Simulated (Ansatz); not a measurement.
## Single-point calculation of W

- system: W (slab, 5 atoms in the cell)
- method: DFT PBE, scalar-relativistic, plane waves, PAW, no spin polarisation (Ansatz 0.2.0)

It belongs to a series of runs on one base structure; here: (1 1 0) slab cut from the bulk. Figures and captions count atoms from 1; the log counts them from 0 in places.

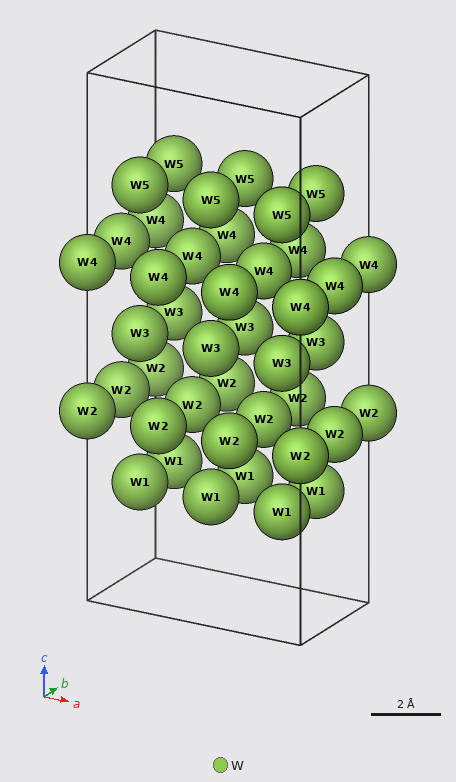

Fig. 1: The input geometry (spheres-only view of the 3 × 2 repeat of the cell, with the vacuum cut short, seen slightly off an axis; atoms are numbered from 1 in the order of the input).

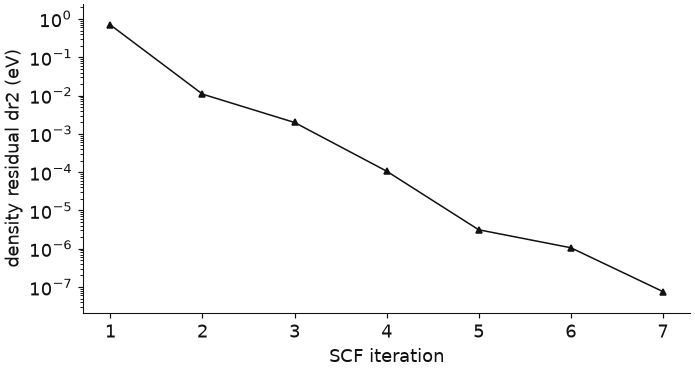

Fig. 2: Convergence of the self-consistent field: density residual dr2 against the SCF iteration. The residual falls at every step.

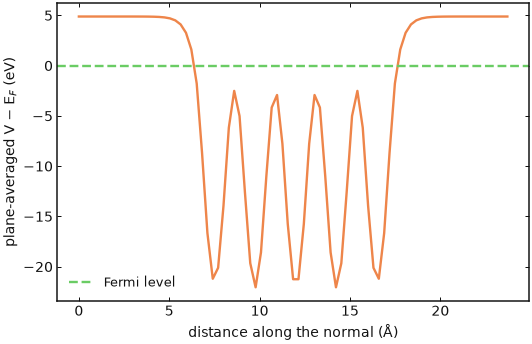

Fig. 3: Plane average of the electrostatic potential energy of an electron across the cell, from the Fermi level. The vacuum level lies 4.89 eV above the Fermi level.

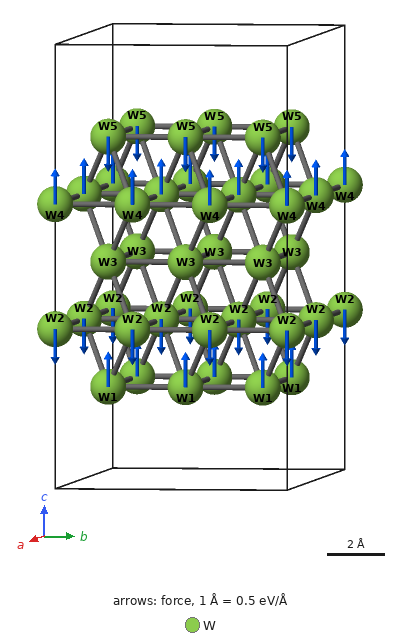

Fig. 4: Forces on the atoms as blue arrows (ball-and-stick view of the 2 × 3 repeat of the cell, with the vacuum cut short, seen slightly off an axis; atoms are numbered from 1 in the order of the input). The largest act on W2, W4 (0.65 eV/Å); W1, W5 (0.64 eV/Å). The geometry is not a stationary point of this energy.

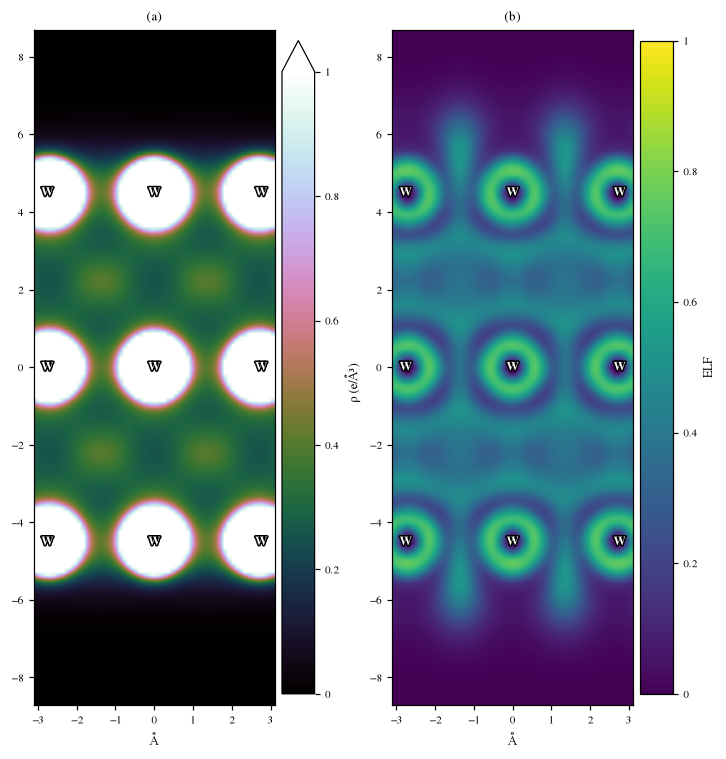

Fig. 5: (a) valence electron density; (b) ELF on the (010) plane of the calculation cell, a cut from vacuum to vacuum. The section cuts through W sites. W–W (2.76 Å): ρ is about 0.42 e/Å³ halfway; the ELF is about 0.40 at the midpoint, as expected for metallic bonding. The density dies away to nearly zero in the vacuum. The strong features right at W lie inside the PAW spheres (semicore, d or f shells) and say nothing about bonding. The fields are those of the smooth PAW valence density.

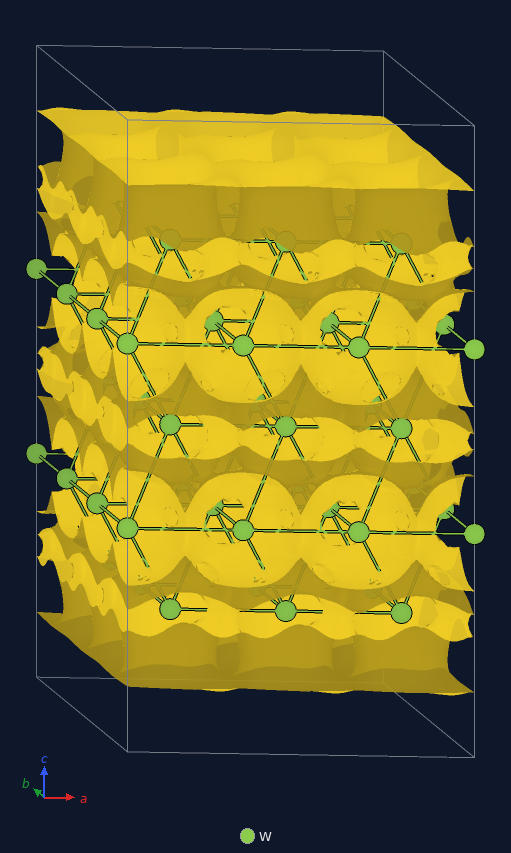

Fig. 6: Isosurface of the electron localisation function at 0.4 (yellow), seen slightly off an axis. Core shells and regions of very low density are left out. Sticks mark near contacts. Counts are for one cell; the picture repeats the cell along the surface.  Values along the shortest contacts: W–W (2.76 Å): the ELF is about 0.40 at the midpoint (nearly free electrons, as in a simple metal).

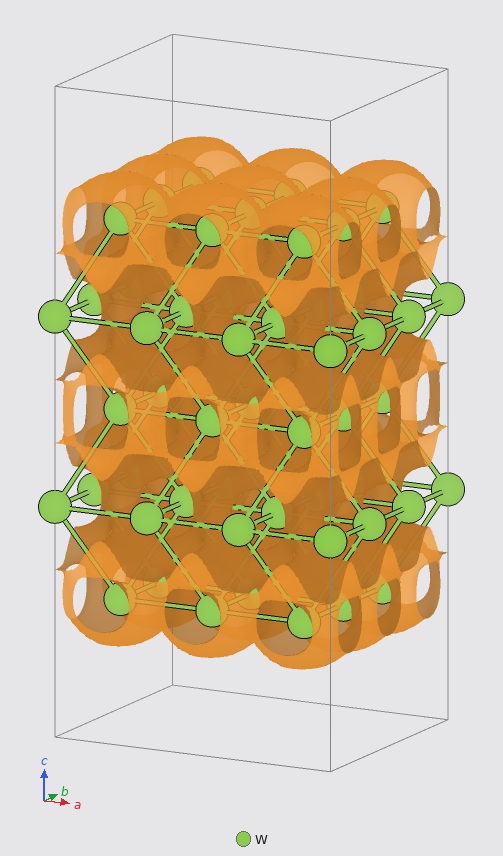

Fig. 7: Isosurface of the valence charge density (pseudo) at 0.3 e/Å³ (orange), seen slightly off an axis. Sticks mark near contacts. At this value the density is joined into sheets; it holds about 90 % of the electrons treated as valence (semicore included). On the grid the lowest density along these lines, outside the cores, is 0.42 e/Å³ (W–W, 2.76 Å).

The input that produced these results follows, with the program's output.

Input file
```yaml
crystal:
  lattice:
    - [2.7570339078, 0.0, 0.0]
    - [-0.9190113026, 2.5993564963, 0.0]
    - [0.0, 0.0, 24.004435037]
  atoms:
    - { symbol: W, position: [0.5, 0.5, 0.3124422628] }
    - { symbol: W, position: [0.0, 0.0, 0.4062211314] }
    - { symbol: W, position: [0.5, 0.5, 0.5] }
    - { symbol: W, position: [0.0, 0.0, 0.5937788686] }
    - { symbol: W, position: [0.5, 0.5, 0.6875577372] }
basis:
  ecutwfc: 420
kpoints:
  mp_grid: { grid: [13, 13, 1] }
hamiltonian:
  xc: pbe
scf:
  occupations: { method: gaussian, width: 0.1 }
output:
  forces: true
  eigenvalues: true
  write_density: true
  write_potential: true
  elf: true
  volumetric_format: npy
efield:
  axis: 3
  dipole_correction: true
  ramp_width: 0.04
```

Launched with:
```bash
ansatz run input.yaml --threads 2 --pin off --max-ram 5632MiB --backend cpu --events-out ev --progress --plain --runs-dir out
```

What the program printed
```
Engine: ansatz 0.2.0, aarch64-unknown-linux-gnu
Pseudopotentials: kind: paw
Pseudopotential: W, paw, valence charge 14, recommended cutoff 420 eV (normal), W.paw.azcp
Functional definition: PBE
  parameter kappa = 0.804
  parameter beta = 0.06672455060314922
  exchange = pbe_x(kappa = kappa, mu = beta*pi^2/3)
  correlation = pbe_c(beta = beta)
Crystal: 5 atoms, lattice volume = 172.028 Å³
Basis set: ecut = 420 eV, 3415 PW (Γ), exchange–correlation on 40×40×324 points (8 copies of the dense FFT grid, shifted against one another)
Bands: 42, of which v1, the nominal top of the filled ones, is band 35 counted from 1 (34 counted from 0)
Symmetry: 4 space group operations
k-points: 49 of 169
Non-local potential: W, projectors of the file, l = 0: 3, l = 1: 2, l = 2: 2, l = 3: 1
PAW form: soft (Blöchl's): semilocal exchange-correlation on the pseudo side does not see the compensation charge
PAW one-centre angular grid: W, 590 points (default); XC on 64 Gauss nodes
Initial density: superposition of atomic densities (neutral atoms: chi_scale 0, normalization atom), corrected by the library's trained network
Initial wavefunctions: pseudopotential atomic-orbital guess
Functional: x = pbe(κ = 0.804, μ = 0.2195149727645171), c = pbe(β = 0.06672455060314922)
SCF iter   1: F=—  HF=-51921.172833 eV  |F-HF|=—  |Δ(HF+E_count)|=         —  Δρ=6.48e-3  dr2=6.99e-1  ethr=1.77e-3  p=0.000 e·Å  D=3.36e-13 V/Å  ΔV_dip=-0.00 eV  dr2_dipole=1.99e-6  V_vac-E_F(+/−)=5.02/5.02 eV  ⟨swp⟩=8.1  Hψ=9679  notcnv=0
efield: sawtooth ramp at fractional position 0.9800 (placed from the atoms, in the widest stretch of the axis that holds none; the zero of the levels goes with the place), width 0.0400; the density the first Hamiltonian is built on has a dipole p = 0.000 e·Å; the dipole correction subtracts the counter field D = 3.36e-13 V/Å, which shifts the + side's vacuum level by -0.00 eV against the − side's; the planar-averaged density in the ramp window peaks in size at 3.3e-5 e/Å³
preconditioner: auto → LDOS  [metal: Δε(μ)=0.026 eV  Ē_g=4.652 eV  σ=0.100 eV  W_gap=0.14  n_scr=16 (ndim 8)  ℏωp=15.5 eV  f_vac=0.463  D(μ)=4.21/eV (n_scr^D=16)  β→1.0]
SCF iter   2: F=—  HF=-51921.148940 eV  |F-HF|=—  |Δ(HF+E_count)|=   2.39e-2  Δρ=2.11e-3  dr2=1.09e-2  ethr=9.99e-4  p=-0.000 e·Å  D=-2.84e-5 V/Å  ΔV_dip=0.00 eV  dr2_dipole=1.16e-6  V_vac-E_F(+/−)=4.90/4.90 eV  ⟨swp⟩=2.0  Hψ=2632  notcnv=0  defer=30
SCF iter   3: F=—  HF=-51921.147309 eV  |F-HF|=—  |Δ(HF+E_count)|=   1.63e-3  Δρ=5.90e-4  dr2=1.98e-3  ethr=1.56e-5  p=-0.000 e·Å  D=-6.43e-6 V/Å  ΔV_dip=0.00 eV  dr2_dipole=9.66e-8  V_vac-E_F(+/−)=4.90/4.90 eV  ⟨swp⟩=3.3  Hψ=3811  notcnv=0  defer=30
SCF iter   4: F=—  HF=-51921.147160 eV  |F-HF|=—  |Δ(HF+E_count)|=   1.49e-4  Δρ=1.47e-4  dr2=1.06e-4  ethr=2.83e-6  p=-0.000 e·Å  D=-2.18e-6 V/Å  ΔV_dip=0.00 eV  dr2_dipole=1.33e-9  V_vac-E_F(+/−)=4.89/4.89 eV  ⟨swp⟩=2.1  Hψ=2683  notcnv=0  defer=30
SCF iter   5: F=—  HF=-51921.147159 eV  |F-HF|=—  |Δ(HF+E_count)|=   4.07e-7  Δρ=3.70e-5  dr2=3.12e-6  ethr=1.51e-7  p=-0.000 e·Å  D=-6.61e-7 V/Å  ΔV_dip=0.00 eV  dr2_dipole=1.43e-12  V_vac-E_F(+/−)=4.89/4.89 eV  ⟨swp⟩=2.7  Hψ=2964  notcnv=0  defer=30
SCF iter   6: F=—  HF=-51921.147147 eV  |F-HF|=—  |Δ(HF+E_count)|=   1.26e-5  Δρ=1.29e-5  dr2=1.06e-6  ethr=4.46e-9  p=-0.000 e·Å  D=-6.10e-8 V/Å  ΔV_dip=0.00 eV  dr2_dipole=9.75e-14  V_vac-E_F(+/−)=4.89/4.89 eV  ⟨swp⟩=3.3  Hψ=3763  notcnv=0  defer=10
SCF iter   7: F=-51921.147147 eV  HF=-51921.147147 eV  |F-HF|=1.33e-8  |Δ(HF+E_count)|=   9.53e-8  Δρ=4.02e-6  dr2=7.60e-8  ethr=1.43e-10  p=0.000 e·Å  D=5.16e-8 V/Å  ΔV_dip=-0.00 eV  dr2_dipole=3.95e-12  V_vac-E_F(+/−)=4.89/4.89 eV  ⟨swp⟩=18.1  Hψ=19895  notcnv=0
SCF 1 converged in 7 iterations: F = -51921.147147 eV  dr2 = 7.60e-8
  greatest PAW one-centre occupation: 1.000 electrons in one spin orbital (limit 2), on the W atom at site 4 (counted from 0), in its partial waves of l = 0
WARN: The output density's exchange-correlation potential varies sharply where the density is thin. Do not read a vacuum level from v_tot or v_xc, or from such a field of the output density. On a cell that repeats whose density bears no net charge and no dipole along the vacuum's axis use v_es (v_loc + v_h of the components); under efield.dipole_correction with no amplitude use v_es + v_field, which holds any external_charges[].barrier, or the levels of the report's work_function block, which leave it out; under a non-zero efield.amplitude the vacuum is tilted and has no level; on a cell that repeats and bears such a dipole with no correction it is tilted too, and efield.dipole_correction with no amplitude gives each side of its ramp a level where efield: is served; in a cell that repeats whose density bears a net charge (total_charge, or a fill off its count) it is curved and has none; of a slab under crystal.periodic whose density bears no net charge use v_es, which has a level on each side, short of where the two are joined; of another it falls or rises all the way out and has none; of a slab beside external_charges read slab_vacuum_level instead, which it has where they leave it neutral. The grid or the basis barely resolves most such structure, and the values can differ between equally converged runs; as a rule a tighter scf.convergence.dr2_threshold does not remove it. Where the density itself ripples (under the LDA too) a higher basis.ecutwfc lessens it. The files hold the spikes' plane waves up to the density's cutoff. Files: v_tot_of_output_density and the like, and their columns of v_z.tsv (output.write_potential); v_xc_of_output_density and the like, and their columns of v_comp_z.tsv (output.write_potential_components). Measured: with its Gaussian average of σ = 0.25 Å subtracted twice, the exchange-correlation potential is over 0.1 eV at 376 of the grid points where the equally averaged density (valence and model cores) is under 1e-3 e/Å³, and 1.36 eV at the most among them, at an averaged density of 6.6e-8 e/Å³. The input density's (outcome.potential() and, of a run that writes arrays, v_tot and v_xc) is over 0.1 eV, so measured, at 115 points of its own thin density, 0.154 eV at the most. See output.write_potential in the manual, Limitations
SCF converged after 7 iterations
Free energy (F): -51921.147147 eV
Harris-Foulkes:  -51921.147147 eV  (|F-HF|=1.33e-8)
Internal energy: -51921.129187 eV  (E = F + TS)
E sigma→0 (E₀):  -51921.138167 eV
Entropy (-TS):   -0.017960 eV (-3.592 meV/atom)
Fermi energy:    7.887242 eV
Dipole field:    D = -0.000003 V/Å  (p = -0.000003 e·Å, saw-weighted, corrected)
Work function:   Φ+ = 4.8901 eV   Φ− = 4.8900 eV
Levels:          The Fermi level and band energies are counted from a zero that moves with the ramp; work functions are not
--- Per-component energies (eV) ---
  E_band       = -1428.462509
  E_kinetic    = 2237.818430
  E_local      = -74357.480972  (includes V_loc(G=0)·N_el)
  E_nonlocal   = 4.270486
  E_hartree    = 36248.594680
  E_xc         = -1328.756359
  E_vxc        = -1186.074682  (∫ρ·V_xc dr)
  E_paw        = -42811.923611  (= ΣΔE_a)
  E_vpaw       = -624.129905  (= ΣTr[D̂ρ^β])
  E_aug_tail   = -0.000310  (compensation charges beyond the density's cutoff)
  E_efield     = 0.000000  (sawtooth field / dipole correction)
  E_vefield    = 0.000000  (∫n·V_field dr)
  E_ewald      = 28086.348468
  E_smearing   = -0.017960  (= −TS)
  E_closure    = 0.000000  (closes the sum)
  Σ components = -51921.147147   (vs F -51921.147147, Δ=0.00e0)
--- Forces (eV/Å), atoms counted from 1 ---
  atom   1  W      0.00000000     0.00000000     0.63583469
  atom   2  W      0.00000000    -0.00000000    -0.64578722
  atom   3  W      0.00000000     0.00000000     0.00000015
  atom   4  W      0.00000000     0.00000000     0.64578783
  atom   5  W     -0.00000000    -0.00000000    -0.63583497
  max |Σ_I F_I| component: 4.80e-7 eV/Å
--- Band table (eV; the first three rows and the last of 49) ---
  k-point 0: bands = ["-66.2914", "-66.2668", "-66.1898", "-66.0707", "-66.0703", "-31.0422", "-30.8167", "-30.5021", "-30.2885", "-30.2084", "-30.1921", "-30.0099", "-29.9861", "-29.9675", "-29.9673", "-29.9241", "-29.8284", "-29.8208", "-29.6652", "-29.6652", "-1.3113", "-0.2359", "1.0624", "1.8288", "1.8517", "4.4927", "4.9730", "5.6516", "6.2007", "6.2290", "6.4479", "6.5351", "6.6290", "6.6530", "7.0149", "7.7147", "8.1049", "8.4268", "9.4758", "9.6253", "9.7223", "9.8184"]
  k-point 1: bands = ["-66.2865", "-66.2629", "-66.1872", "-66.0675", "-66.0671", "-31.0238", "-30.8112", "-30.5198", "-30.3065", "-30.2382", "-30.1945", "-30.0172", "-30.0095", "-29.9925", "-29.9921", "-29.9490", "-29.8488", "-29.8443", "-29.6912", "-29.6911", "-1.1072", "-0.0440", "1.2560", "2.0352", "2.0622", "4.5384", "5.0022", "5.6691", "6.0179", "6.2128", "6.2656", "6.4526", "6.4949", "6.7813", "7.1919", "7.4785", "8.0709", "8.3162", "9.3138", "9.4380", "9.7503", "9.7864"]
  k-point 2: bands = ["-66.2730", "-66.2522", "-66.1800", "-66.0586", "-66.0583", "-30.9718", "-30.8019", "-30.5808", "-30.3790", "-30.3221", "-30.2144", "-30.0937", "-30.0843", "-30.0389", "-30.0378", "-29.9655", "-29.9422", "-29.9054", "-29.7311", "-29.7303", "-0.5315", "0.4772", "1.7555", "2.5905", "2.6141", "4.6336", "5.0348", "5.6150", "5.7179", "5.7767", "6.1099", "6.2619", "6.2621", "6.8671", "7.1762", "7.4473", "7.7969", "8.8013", "9.1815", "9.2672", "9.5760", "9.6760"]
  k-point 48: bands = ["-66.1730", "-66.1569", "-66.0904", "-65.9674", "-65.9673", "-31.1081", "-31.0147", "-30.8575", "-30.7350", "-30.7094", "-30.6454", "-30.6436", "-30.6230", "-30.5465", "-30.4211", "-30.3223", "-30.2365", "-30.2249", "-30.1201", "-29.9667", "2.0111", "2.4191", "2.4888", "2.7330", "3.3385", "3.3660", "3.6331", "4.6963", "4.7741", "5.9171", "6.3236", "7.6355", "8.3139", "8.3703", "8.7955", "9.3021", "9.7072", "9.7150", "9.7764", "11.6191", "11.8112", "12.4180"]
```

Results in brief

```json
{"quantity": "outcome", "value": "converged"}
{"quantity": "electrons treated", "value": "70"}
{"quantity": "free energy", "value": "−51921.1471 eV"}
{"quantity": "work function, top face", "value": "4.89 eV"}
{"quantity": "work function, bottom face", "value": "4.89 eV"}
{"quantity": "Fermi energy", "value": "7.887 eV"}
{"quantity": "gap on the k-point mesh", "value": "none (metallic)"}
{"quantity": "work function (upper face)", "value": "4.89 eV"}
{"quantity": "largest force (length of the vector)", "value": "0.646 eV/Å"}
{"quantity": "hardware", "value": "2 threads of Arm Neoverse V1, 24 GiB of memory available, shared host"}
{"quantity": "wall time", "value": "26 s (CPU time 51 s)"}
{"quantity": "peak memory", "value": "0.53 GiB"}
```

Notes

Warnings of the run: the exchange-correlation potential is rough where the density is thin. Spin–orbit coupling is left out, which matters for W.
